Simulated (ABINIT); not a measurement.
**Run report: I, elastic calculation (part 1 of 2)**

System: I (I4/mmm, 1 atom in the cell).
Method: Kohn-Sham DFT of a periodic cell, LDA, HGH LDA, no spin polarisation (ABINIT 10.8.3).

The structure derives from a Materials Project entry.

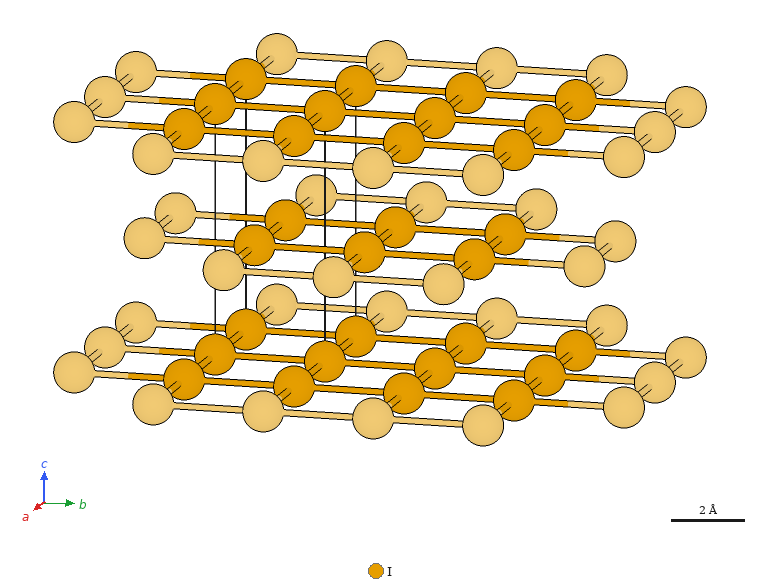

Fig. 1: The input geometry (ball-and-stick view of the cell 2 times as large as that of the calculation, set on its symmetry axes, repeated 2 × 3 × 1, seen slightly off an axis; neighbours outside the cell are drawn fainter). Near neighbours in the crystal (not all of them lie inside the picture): I has 4 I at 3.16 Å.

### Key numbers

- outcome: converged
- space group (tolerance 0.01 Å): I4/mmm (139)
- electrons treated: 7
- free energy: −314.4713 eV
- Fermi energy of the self-consistent step: −1.064 eV
- gap on the k-point mesh: none (metallic)
- pressure: −1.89 GPa
- largest force (length of the vector): under 0.001 eV/Å
- hardware: 1 thread of Arm Neoverse V1, 24 GiB of memory available, shared host
- wall time: 55 s
- peak memory: 0.07 GiB

### Notes

Settings chosen away from the usual ones: k set to [3, 3, 3] (from [9, 9, 9]); npulayit set to 2. The settings depart from the standard set-up of this series, which can bear on the numbers. Points of doubt noted for this run: cell under stress; k mesh coarse for metal response. The cell holds an odd number of electrons but the run has no spin polarisation, so it comes out as a metal.

### The input
```
# Datasets
ndtset 2

# Pseudopotentials
pp_dirpath "./"
pseudos "I.hgh"

# Structure
acell 4.2034022357 4.2034022357 4.2034022357 Angstrom
rprim
    -0.3761028332     0.3761028332     0.8468136263
     0.3761028332    -0.3761028332     0.8468136263
     0.3761028332     0.3761028332    -0.8468136263
ntypat 1
znucl 53
natom 1
typat 1
chkprim 0
chksymtnons 0
tolsym 1.0e-6
xred
            0.0            0.0            0.0

# Plane-wave basis
ecut 489.804952 eV
ecutsm 0.5

# k points
ngkpt 4 4 4
nshiftk 1
shiftk 0.0 0.0 0.0

# Exchange and correlation
ixc 7

# Bands and occupations
nband 12
occopt 3
tsmear 0.05 eV

# SCF cycle
nstep 80
npulayit 2

# Output
prteig 0
prtebands 0
prtwf 0
prtden 0
prtpot 0

# Dataset 1: ground state
kptopt1 1
tolvrs1 1.0e-15
prtwf1 1
tolwfr1 1.0e-14
nbdbuf1 4
nline1 6

# Dataset 2: response at q = 0 to atomic displacements, strain
rfphon2 1
rfstrs2 3
rfatpol2 1 1
rfdir2 1 1 1
getwfk2 1
kptopt2 2
nqpt2 1
qpt2 0.0 0.0 0.0
tolvrs2 1.0e-11
```

### File mrgddb.in
```
merged_DDB
I
2
runo_DS1_DDB
runo_DS2_DDB
```

### File anaddb.abi
```
ddb_filepath "merged_DDB"
output_file "anaddb.abo"
outdata_prefix "ana"
asr 2
chneut 0
dipdip 0
dieflag 0
enunit 0
elaflag 3
instrflag 1
eivec 1
nph1l 1
qph1l 0.0 0.0 0.0 1.0
```

Run as:
```bash
abinit run.abi > log 2>&1
mrgddb < mrgddb.in > mrgddb.log 2>&1
anaddb anaddb.abi > anaddb.log 2>&1
```

### Log
```
.Version 10.8.3 of ABINIT
 DATASET    1 : space group I4/m m m (#139); Bravais tI (body-center tetrag.)
================================================================================
 Values of the parameters that define the memory need for DATASET  1.
     intxc =       0    ionmov =       0      iscf =       7    lmnmax =       6
     lnmax =       6     mgfft =      32  mpssoang =       3    mqgrid =    3001
     natom =       1  nloc_mem =       1    nspden =       1   nspinor =       1
    nsppol =       1      nsym =      16    n1xccc =       0    ntypat =       1
    occopt =       3   xclevel =       1
       mpw =         886          nfft =       32768          nkpt =          13
================================================================================
================================================================================

 DATASET    2 : space group I4/m m m (#139); Bravais tI (body-center tetrag.)
================================================================================
 Values of the parameters that define the memory need for DATASET  2 (RF).
     intxc =       0      iscf =       7    lmnmax =       6     lnmax =       6
     mgfft =      32  mpssoang =       3    mqgrid =    3001     natom =       1
  nloc_mem =       1    nspden =       1   nspinor =       1    nsppol =       1
      nsym =      16    n1xccc =       0    ntypat =       1    occopt =       3
   xclevel =       1
      nfft =       32768          nkpt =          36
================================================================================
================================================================================

--------------------------------------------------------------------------------
------------- Echo of variables that govern the present computation ------------
--------------------------------------------------------------------------------
 -outvars: echo values of preprocessed input variables --------
            acell      7.9432790225E+00  7.9432790225E+00  7.9432790225E+00 Bohr
              amu      1.26904470E+02
          chkprim           0
      chksymtnons           0
             ecut      1.80000000E+01 Hartree
           ecutsm      5.00000000E-01 Hartree
           getwfk1          0
           getwfk2          1
              ixc           7
           jdtset        1    2
           kptopt1          1
           kptopt2          2
         kptrlatt        4    0    0      0    4    0      0    0    4
          kptrlen      2.38999180E+01
            natom           1
            nband1         12
            nband2         12
           nbdbuf1          4
           nbdbuf2          2
           ndtset           2
            ngfft          32      32      32
             nkpt1         13
             nkpt2         36
            nline1          6
            nline2          4
         npulayit           2
             nqpt1          0
             nqpt2          1
            nstep          80
             nsym          16
           ntypat           1
           occopt           3
        optdriver1          0
        optdriver2          1
           prtden           0
        prtebands           0
           prteig           0
            prtwf1          1
            prtwf2          0
           rfphon1          0
           rfphon2          1
           rfstrs1          0
           rfstrs2          3
            rprim     -3.7610283320E-01  3.7610283320E-01  8.4681362630E-01
                       3.7610283320E-01 -3.7610283320E-01  8.4681362630E-01
                       3.7610283320E-01  3.7610283320E-01 -8.4681362630E-01
          spgroup         139
           tolsym      1.00000000E-06
           tolvrs1     1.00000000E-15
           tolvrs2     1.00000000E-11
           tolwfr1     1.00000000E-14
           tolwfr2     0.00000000E+00
           tsmear      1.83746611E-03 Hartree
            typat      1
            znucl       53.00000

================================================================================

 chkinp: Checking input parameters for consistency, jdtset=   1.

 chkinp: Checking input parameters for consistency, jdtset=   2.

================================================================================
== DATASET  1 ==================================================================

--- !DatasetInfo
iteration_state: {dtset: 1, }
dimensions: {natom: 1, nkpt: 13, mband: 12, nsppol: 1, nspinor: 1, nspden: 1, mpw: 886, }
cutoff_energies: {ecut:  18.0, pawecutdg:  -1.0, }
electrons: {nelect:   7.00000000E+00, charge:   0.00000000E+00, occopt:   3.00000000E+00, tsmear:   1.83746611E-03, }
meta: {optdriver: 0, ionmov: 0, optcell: 0, iscf: 7, paral_kgb: 0, }
...

 Exchange-correlation functional for the present dataset will be:
  LDA: Perdew-Wang 92 LSD fit to Ceperley-Alder data - ixc=7
  J.P.Perdew and Y.Wang, PRB 45, 13244 (1992)

 Real(R)+Recip(G) space primitive vectors, cartesian coordinates (Bohr,Bohr^-1):
 R(1)= -2.9874897  2.9874897  6.7264769  G(1)=  0.0000000  0.1673646  0.0743331
 R(2)=  2.9874897 -2.9874897  6.7264769  G(2)=  0.1673646  0.0000000  0.0743331
 R(3)=  2.9874897  2.9874897 -6.7264769  G(3)=  0.1673646  0.1673646  0.0000000
 Unit cell volume ucvol=  2.4013778E+02 bohr^3
 Angles (23,13,12)=  1.35815018E+02  1.35815018E+02  6.42664505E+01 degrees

 getcut: wavevector=  0.0000  0.0000  0.0000  ngfft=  32  32  32
         ecut(hartree)=     18.000   => boxcut(ratio)=   2.11300

--- Pseudopotential description ------------------------------------------------
- pspini: atom type   1  psp file is ./I.hgh
  53.00000   7.00000     10605                znucl, zion, pspdat
    3    1    2    0      2001   0.00000      pspcod,pspxc,lmax,lloc,mmax,r2well

 pspatm : COMMENT -
  the projectors are not normalized,
  so that the KB energies are not consistent with
  definition in PRB44, 8503 (1991).
  However, this does not influence the results obtained hereafter.

   3.80420238E+02                                ecore*ucvol(ha*bohr**3)
--------------------------------------------------------------------------------

================================================================================

--- !BeginCycle
iteration_state: {dtset: 1, }
solver: {iscf: 7, nstep: 80, nline: 6, wfoptalg: 0, }
tolerances: {tolwfr: 1.00E-14, tolvrs: 1.00E-15, }
...

     iter   Etot(hartree)      deltaE(h)  residm     vres2
 ETOT  1  -11.550233241928    -1.155E+01 1.151E-02 8.862E+00
 ETOT  2  -11.556591692759    -6.358E-03 2.373E-07 1.890E-01
 ETOT  3  -11.556607572679    -1.588E-05 1.760E-06 1.416E-02
 ETOT  4  -11.556608936372    -1.364E-06 1.774E-07 4.644E-05
 ETOT  5  -11.556608939929    -3.557E-09 5.746E-10 8.698E-07
 ETOT  6  -11.556608939996    -6.657E-11 8.788E-12 6.234E-09
 ETOT  7  -11.556608939996    -2.469E-13 3.672E-14 1.985E-10
 ETOT  8  -11.556608939996    -1.776E-14 8.181E-15 7.422E-12
 ETOT  9  -11.556608939996    -5.862E-14 8.185E-15 3.833E-13
 ETOT 10  -11.556608939996     8.704E-14 8.335E-15 1.482E-14
 ETOT 11  -11.556608939996    -1.776E-14 8.376E-15 1.115E-16

 At SCF step   11  max residual=  8.38E-15 < tolwfr=  1.00E-14 AND vres2   =  1.12E-16 < tolvrs=  1.00E-15 =>converged.

 Cartesian components of stress tensor (hartree/bohr^3)
  sigma(1 1)=  1.05328844E-04  sigma(3 2)=  0.00000000E+00
  sigma(2 2)=  1.05328844E-04  sigma(3 1)=  0.00000000E+00
  sigma(3 3)= -1.76893660E-05  sigma(2 1)=  0.00000000E+00

--- !ResultsGS
iteration_state: {dtset: 1, }
comment   : Summary of ground state results
lattice_vectors:
- [ -2.9874897,   2.9874897,   6.7264769, ]
- [  2.9874897,  -2.9874897,   6.7264769, ]
- [  2.9874897,   2.9874897,  -6.7264769, ]
lattice_lengths: [   7.94328,    7.94328,    7.94328, ]
lattice_angles: [135.815, 135.815,  64.266, ] # degrees, (23, 13, 12)
lattice_volume:   2.4013778E+02
convergence: {deltae: -1.776E-14, res2:  1.115E-16, residm:  8.376E-15, diffor: null, }
etotal    :  -1.15566089E+01
entropy   :   0.00000000E+00
fermie    :  -3.91016298E-02
cartesian_stress_tensor: # hartree/bohr^3
- [  1.05328844E-04,   0.00000000E+00,   0.00000000E+00, ]
- [  0.00000000E+00,   1.05328844E-04,   0.00000000E+00, ]
- [  0.00000000E+00,   0.00000000E+00,  -1.76893660E-05, ]
pressure_GPa:  -1.8924E+00
xred      :
- [  0.0000E+00,   0.0000E+00,   0.0000E+00,  I]
cartesian_forces: # hartree/bohr
- [ -0.00000000E+00,  -0.00000000E+00,  -0.00000000E+00, ]
force_length_stats: {min:   0.00000000E+00, max:   0.00000000E+00, mean:   0.00000000E+00, }
...

 Integrated electronic density in atomic spheres:
 ------------------------------------------------
 Atom  Sphere_radius  Integrated_density
    1        2.00000          2.83216248
================================================================================

 ----iterations are completed or convergence reached----

 Mean square residual over all n,k,spin=   33.184E-16; max=  83.759E-16
 reduced coordinates (array xred) for    1 atoms
       0.000000000000      0.000000000000      0.000000000000
 rms dE/dt=  0.0000E+00; max dE/dt=  0.0000E+00; dE/dt below (all hartree)
    1       0.000000000000      0.000000000000      0.000000000000

 cartesian coordinates (angstrom) at end:
    1      0.00000000000000     0.00000000000000     0.00000000000000

 cartesian forces (hartree/bohr) at end:
    1     -0.00000000000000    -0.00000000000000    -0.00000000000000
 frms,max,avg= 0.0000000E+00 0.0000000E+00   0.000E+00  0.000E+00  0.000E+00 h/b

 cartesian forces (eV/Angstrom) at end:
    1     -0.00000000000000    -0.00000000000000    -0.00000000000000
 frms,max,avg= 0.0000000E+00 0.0000000E+00   0.000E+00  0.000E+00  0.000E+00 e/A
 length scales=  7.943279022501  7.943279022501  7.943279022501 bohr
              =  4.203402235700  4.203402235700  4.203402235700 angstroms
 Fermi (or HOMO) energy (hartree) =  -0.03910   Average Vxc (hartree)=  -0.32171
 Eigenvalues (hartree) for nkpt=  13  k points:
 kpt#   1, nband= 12, wtk=  0.01563, kpt=  0.0000  0.0000  0.0000 (reduced coord)
  -0.56848   -0.09474    0.00121    0.00121    0.13689    0.24383    0.27837    0.40932
   0.40932    0.42697    0.46278    0.66944
      occupation numbers for kpt#   1
   2.00000    2.00000    0.00000    0.00000    0.00000    0.00000    0.00000    0.00000
   0.00000    0.00000    0.00000    0.00000
 prteigrs : prtvol=0 or 1, do not print more k-points.

--- !EnergyTerms
iteration_state     : {dtset: 1, }
comment             : Components of total free energy in Hartree
kinetic             :  3.30284757847653E+00
hartree             :  9.13835019878175E-01
xc                  : -2.23042165922856E+00
Ewald energy        : -1.11854546492322E+01
psp_core            :  1.58417486666787E+00
local_psp           : -3.66658399948255E+00
non_local_psp       : -2.75006091471656E-01
internal            : -1.15566089343924E+01
'-kT*entropy'       : -5.60382618026861E-09
total_energy        : -1.15566089399962E+01
total_energy_eV     : -3.14471349559994E+02
band_energy         : -1.72219253838420E+00
...

 Cartesian components of stress tensor (hartree/bohr^3)
  sigma(1 1)=  1.05328844E-04  sigma(3 2)=  0.00000000E+00
  sigma(2 2)=  1.05328844E-04  sigma(3 1)=  0.00000000E+00
  sigma(3 3)= -1.76893660E-05  sigma(2 1)=  0.00000000E+00

-Cartesian components of stress tensor (GPa)         [Pressure= -1.8924E+00 GPa]
- sigma(1 1)=  3.09888159E+00  sigma(3 2)=  0.00000000E+00
- sigma(2 2)=  3.09888159E+00  sigma(3 1)=  0.00000000E+00
- sigma(3 3)= -5.20439114E-01  sigma(2 1)=  0.00000000E+00

================================================================================
== DATASET  2 ==================================================================

--- !DatasetInfo
iteration_state: {dtset: 2, }
dimensions: {natom: 1, nkpt: 36, mband: 12, nsppol: 1, nspinor: 1, nspden: 1, mpw: 888, }
cutoff_energies: {ecut:  18.0, pawecutdg:  -1.0, }
electrons: {nelect:   7.00000000E+00, charge:   0.00000000E+00, occopt:   3.00000000E+00, tsmear:   1.83746611E-03, }
meta: {optdriver: 1, rfphon: 1, rfstrs: 3, }
...

 mkfilename : getwfk/=0, take file _WFK from output of DATASET   1.

 Exchange-correlation functional for the present dataset will be:
  LDA: Perdew-Wang 92 LSD fit to Ceperley-Alder data - ixc=7
  J.P.Perdew and Y.Wang, PRB 45, 13244 (1992)

 Real(R)+Recip(G) space primitive vectors, cartesian coordinates (Bohr,Bohr^-1):
 R(1)= -2.9874897  2.9874897  6.7264769  G(1)=  0.0000000  0.1673646  0.0743331
 R(2)=  2.9874897 -2.9874897  6.7264769  G(2)=  0.1673646  0.0000000  0.0743331
 R(3)=  2.9874897  2.9874897 -6.7264769  G(3)=  0.1673646  0.1673646  0.0000000
 Unit cell volume ucvol=  2.4013778E+02 bohr^3
 Angles (23,13,12)=  1.35815018E+02  1.35815018E+02  6.42664505E+01 degrees
 setup1 : take into account q-point for computing boxcut.

 getcut: wavevector=  0.0000  0.0000  0.0000  ngfft=  32  32  32
         ecut(hartree)=     18.000   => boxcut(ratio)=   2.11300
```
